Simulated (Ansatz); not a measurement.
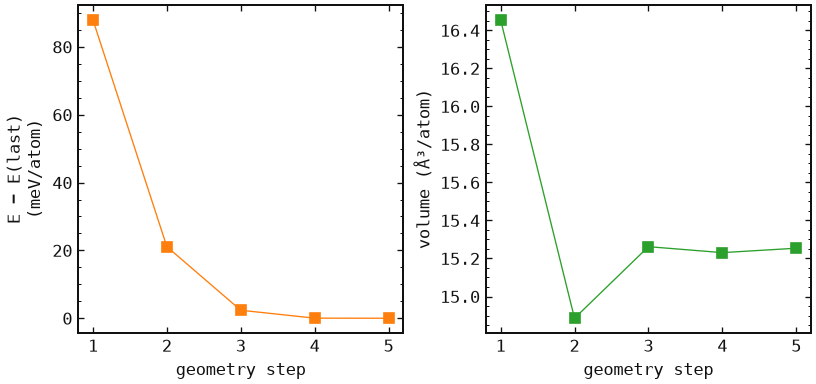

History of a geometry optimisation. Atoms and cell relax. A closing SCF on a freshly chosen basis isn't drawn.

The run: Pt (I4/mmm, 1 atom in the cell), by Ansatz 0.2.0, DFT r2SCAN, scalar-relativistic, plane waves, PAW; cutoff 500 eV, 8×8×8 k-mesh, Gaussian smearing of 0.1 eV.

Question: How did it end, and what did it gain?

Answer: The optimisation met its thresholds at geometry 5, counting the start as the first. The energy fell by about 88 meV/atom from the first step to the last. All forces vanish by symmetry, so only the cell moves.

Question: Was the starting cell too large or too small?

Answer: The volume shrinks from 16.5 to 15.3 Å³ per atom (−7 %), overshooting to 14.9 at step 2. The start was expanded.
